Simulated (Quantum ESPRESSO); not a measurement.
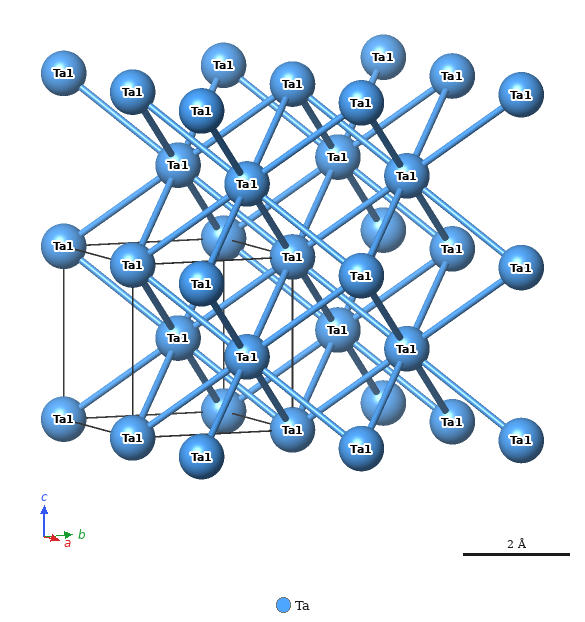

Fig. 1: The structure as given in the input (ball-and-stick view of the cell 2 times as large as that of the calculation, set on its symmetry axes, repeated 2 × 2 × 2, seen slightly off an axis; atoms are numbered from 1 in the order of the input). Near neighbours in the crystal (not all of them lie inside the picture): Ta has 8 Ta at 2.86 Å.

## Relaxation of cell and atoms, with input and output: Ta (part 1 of 2)

- system: Ta (Im-3m, 1 atom in the cell)
- method: Kohn-Sham DFT of a periodic cell, LDA, PseudoDojo 0.4.1 SR LDA standard, no spin polarisation (Quantum ESPRESSO 7.5)

## Output
```
This program is part of the open-source Quantum ESPRESSO suite
     for quantum simulation of materials; please cite
         "P. Giannozzi et al., J. Phys.:Condens. Matter 21 395502 (2009);
         "P. Giannozzi et al., J. Phys.:Condens. Matter 29 465901 (2017);
         "P. Giannozzi et al., J. Chem. Phys. 152 154105 (2020);
          URL
     in publications or presentations arising from this work. More details at

     Message from routine setup:
     using ibrav=0 with symmetry is DISCOURAGED, use correct ibrav instead

     G-vector sticks info
     --------------------
     sticks:   dense  smooth     PW     G-vecs:    dense   smooth      PW
     Sum         507     507    169                 7155     7155    1409

     Using Slab Decomposition

     bravais-lattice index     =            0
     lattice parameter (alat)  =       5.4055  a.u.
     unit-cell volume          =     121.5885 (a.u.)^3
     number of atoms/cell      =            1
     number of atomic types    =            1
     number of electrons       =        13.00
     number of Kohn-Sham states=           12
     kinetic-energy cutoff     =      58.0000  Ry
     charge density cutoff     =     232.0000  Ry
     scf convergence threshold =      2.0E-10
     mixing beta               =       0.5000
     number of iterations used =            8  plain     mixing
     energy convergence thresh.=      1.0E-05
     force convergence thresh. =      4.0E-04
     press convergence thresh. =      3.0E-01
     Exchange-correlation= SLA  PW   NOGX NOGC
                           (   1   4   0   0   0   0   0)
     nstep                     =           40

     celldm(1)=   5.405527  celldm(2)=   0.000000  celldm(3)=   0.000000
     celldm(4)=   0.000000  celldm(5)=   0.000000  celldm(6)=   0.000000

     crystal axes: (cart. coord. in units of alat)
               a(1) = (  -0.577350   0.577350   0.577350 )
               a(2) = (   0.577350  -0.577350   0.577350 )
               a(3) = (   0.577350   0.577350  -0.577350 )

     reciprocal axes: (cart. coord. in units 2 pi/alat)
               b(1) = ( -0.000000  0.866025  0.866025 )
               b(2) = (  0.866025 -0.000000  0.866025 )
               b(3) = (  0.866025  0.866025  0.000000 )

     PseudoPot. # 1 for Ta read from file:
     Ta.upf
     Pseudo is Norm-conserving + core correction, Zval = 13.0
     Generated using ONCVPSP code by D. R. Hamann
     Using radial grid of 1432 points,  8 beta functions with:
                l(1) =   0
                l(2) =   0
                l(3) =   1
                l(4) =   1
                l(5) =   2
                l(6) =   2
                l(7) =   3
                l(8) =   3

     atomic species   valence    mass     pseudopotential
     Ta               13.00   180.94790     Ta( 1.00)

     48 Sym. Ops., with inversion, found

   Cartesian axes

     site n.     atom                  positions (alat units)
         1        Ta     tau(   1) = (   0.0000000   0.0000000   0.0000000  )

     number of k points=   364  Gaussian smearing, width (Ry)=  0.0073

     Number of k-points >= 100: set verbosity='high' to print them.

     Dense  grid:     7155 G-vectors     FFT dimensions: (  27,  27,  27)

     Initial potential from superposition of free atoms

     starting charge      12.9993, renormalised to      13.0000
     Starting wfcs are   10 randomized atomic wfcs +    2 random wfcs

     Self-consistent Calculation

     iteration #  1     ecut=    58.00 Ry     beta= 0.50
     Davidson diagonalization with overlap
     ethr =  1.00E-02,  avg # of iterations =  3.5

     Threshold (ethr) on eigenvalues was too large:
     Diagonalizing with lowered threshold

     Davidson diagonalization with overlap
     ethr =  1.66E-04,  avg # of iterations =  2.3

     total energy              =    -130.32387351 Ry
     estimated scf accuracy    <       0.02250163 Ry

     iteration #  2     ecut=    58.00 Ry     beta= 0.50
     Davidson diagonalization with overlap
     ethr =  1.73E-04,  avg # of iterations =  1.9

     total energy              =    -130.32575776 Ry
     estimated scf accuracy    <       0.00149315 Ry

     iteration #  3     ecut=    58.00 Ry     beta= 0.50
     Davidson diagonalization with overlap
     ethr =  1.15E-05,  avg # of iterations =  2.7

     total energy              =    -130.32590807 Ry
     estimated scf accuracy    <       0.00010313 Ry

     iteration #  4     ecut=    58.00 Ry     beta= 0.50
     Davidson diagonalization with overlap
     ethr =  7.93E-07,  avg # of iterations =  1.8

     total energy              =    -130.32591205 Ry
     estimated scf accuracy    <       0.00000129 Ry

     iteration #  5     ecut=    58.00 Ry     beta= 0.50
     Davidson diagonalization with overlap
     ethr =  9.92E-09,  avg # of iterations =  2.0

     total energy              =    -130.32591245 Ry
     estimated scf accuracy    <       0.00000006 Ry

     iteration #  6     ecut=    58.00 Ry     beta= 0.50
     Davidson diagonalization with overlap
     ethr =  4.65E-10,  avg # of iterations =  1.6

     total energy              =    -130.32591245 Ry
     estimated scf accuracy    <          6.1E-10 Ry

     iteration #  7     ecut=    58.00 Ry     beta= 0.50
     Davidson diagonalization with overlap
     ethr =  4.73E-12,  avg # of iterations =  2.0

     End of self-consistent calculation

     Number of k-points >= 100: set verbosity='high' to print the bands.

     the Fermi energy is    18.0681 ev

!    total energy              =    -130.32591245 Ry
     estimated scf accuracy    <          4.3E-11 Ry
     smearing contrib. (-TS)   =      -0.00045416 Ry
     internal energy E=F+TS    =    -130.32545829 Ry

     The total energy is F=E-TS. E is the sum of the following terms:
     one-electron contribution =     -17.10252335 Ry
     hartree contribution      =      14.69776259 Ry
     xc contribution           =     -29.38600184 Ry
     ewald contribution        =     -98.53469569 Ry

     convergence has been achieved in   7 iterations

     Forces acting on atoms (cartesian axes, Ry/au):

     atom    1 type  1   force =     0.00000000    0.00000000    0.00000000

     Total force =     0.000000     Total SCF correction =     0.000000

     Computing stress (Cartesian axis) and pressure

          total   stress  (Ry/bohr**3)                   (kbar)     P=     -102.20
  -0.00069475   0.00000000   0.00000000         -102.20        0.00        0.00
   0.00000000  -0.00069475   0.00000000            0.00     -102.20        0.00
   0.00000000   0.00000000  -0.00069475            0.00        0.00     -102.20

     BFGS Geometry Optimization
     Energy error            =      4.6E-03 Ry
     Gradient error          =      0.0E+00 Ry/Bohr
     Cell gradient error     =      1.0E+02 kbar

     number of scf cycles    =   1
     number of bfgs steps    =   0

     enthalpy           new  =    -130.3259124513 Ry

     new trust radius        =       0.0383042657 bohr
     new conv_thr            =       0.0000000002 Ry

     new unit-cell volume =    115.36230 a.u.^3 (    17.09493 Ang^3 )
     density =     17.57662 g/cm^3

CELL_PARAMETERS (angstrom)
  -1.622815350   1.622815350   1.622815350
   1.622815350  -1.622815350   1.622815350
   1.622815350   1.622815350  -1.622815350

ATOMIC_POSITIONS (crystal)
Ta               0.0000000000        0.0000000000        0.0000000000

     NEW-OLD atomic charge density approx. for the potential
     New effective cutoffs (rho, wfc):  239.28   60.07

     Self-consistent Calculation

     iteration #  1     ecut=    58.00 Ry     beta= 0.50
     Davidson diagonalization with overlap
     ethr =  1.00E-06,  avg # of iterations =  5.5

     total energy              =    -130.32811007 Ry
     estimated scf accuracy    <       0.00010470 Ry

     iteration #  2     ecut=    58.00 Ry     beta= 0.50
     Davidson diagonalization with overlap
     ethr =  8.05E-07,  avg # of iterations =  1.9

     total energy              =    -130.32811881 Ry
     estimated scf accuracy    <       0.00000666 Ry

     iteration #  3     ecut=    58.00 Ry     beta= 0.50
     Davidson diagonalization with overlap
     ethr =  5.12E-08,  avg # of iterations =  1.9

     total energy              =    -130.32811936 Ry
     estimated scf accuracy    <       0.00000036 Ry

     iteration #  4     ecut=    58.00 Ry     beta= 0.50
     Davidson diagonalization with overlap
     ethr =  2.75E-09,  avg # of iterations =  1.0

     total energy              =    -130.32811938 Ry
     estimated scf accuracy    <          1.4E-09 Ry

     iteration #  5     ecut=    58.00 Ry     beta= 0.50
     Davidson diagonalization with overlap
     ethr =  1.05E-11,  avg # of iterations =  2.7

     total energy              =    -130.32811938 Ry
     estimated scf accuracy    <          2.5E-10 Ry

     iteration #  6     ecut=    58.00 Ry     beta= 0.50
     Davidson diagonalization with overlap
     ethr =  1.93E-12,  avg # of iterations =  2.0

     End of self-consistent calculation

     Number of k-points >= 100: set verbosity='high' to print the bands.

     the Fermi energy is    19.1913 ev

!    total energy              =    -130.32811938 Ry
     estimated scf accuracy    <          3.7E-12 Ry
     smearing contrib. (-TS)   =      -0.00049048 Ry
     internal energy E=F+TS    =    -130.32762890 Ry

     The total energy is F=E-TS. E is the sum of the following terms:
     one-electron contribution =     -14.67866441 Ry
     hartree contribution      =      14.08576260 Ry
     xc contribution           =     -29.45834633 Ry
     ewald contribution        =    -100.27638076 Ry

     convergence has been achieved in   6 iterations

     Forces acting on atoms (cartesian axes, Ry/au):

     atom    1 type  1   force =     0.00000000    0.00000000    0.00000000

     Total force =     0.000000     Total SCF correction =     0.000000

     Computing stress (Cartesian axis) and pressure

          total   stress  (Ry/bohr**3)                   (kbar)     P=        1.91
   0.00001297  -0.00000000  -0.00000000            1.91       -0.00       -0.00
  -0.00000000   0.00001297  -0.00000000           -0.00        1.91       -0.00
  -0.00000000  -0.00000000   0.00001297           -0.00       -0.00        1.91

     Energy error            =      2.2E-03 Ry
     Gradient error          =      0.0E+00 Ry/Bohr
     Cell gradient error     =      1.9E+00 kbar

     number of scf cycles    =   2
     number of bfgs steps    =   1

     enthalpy           old  =    -130.3259124513 Ry
     enthalpy           new  =    -130.3281193796 Ry

     CASE: enthalpy          _new < enthalpy          _old

     new trust radius        =       0.0006722905 bohr
     new conv_thr            =            2.0E-12 Ry

     new unit-cell volume =    115.47065 a.u.^3 (    17.11098 Ang^3 )
     density =     17.56013 g/cm^3

CELL_PARAMETERS (angstrom)
  -1.623323233   1.623323233   1.623323233
   1.623323233  -1.623323233   1.623323233
   1.623323233   1.623323233  -1.623323233

ATOMIC_POSITIONS (crystal)
Ta               0.0000000000        0.0000000000        0.0000000000

     NEW-OLD atomic charge density approx. for the potential
     New effective cutoffs (rho, wfc):  239.13   60.03

     Self-consistent Calculation

     iteration #  1     ecut=    58.00 Ry     beta= 0.50
     Davidson diagonalization with overlap
     ethr =  1.00E-06,  avg # of iterations =  2.0

     Threshold (ethr) on eigenvalues was too large:
     Diagonalizing with lowered threshold

     Davidson diagonalization with overlap
     ethr =  3.18E-10,  avg # of iterations =  2.0

     total energy              =    -130.32812003 Ry
     estimated scf accuracy    <       0.00000004 Ry

     iteration #  2     ecut=    58.00 Ry     beta= 0.50
     Davidson diagonalization with overlap
     ethr =  2.73E-10,  avg # of iterations =  1.9

     total energy              =    -130.32812003 Ry
     estimated scf accuracy    <          2.4E-09 Ry

     iteration #  3     ecut=    58.00 Ry     beta= 0.50
     Davidson diagonalization with overlap
     ethr =  1.86E-11,  avg # of iterations =  1.9
```
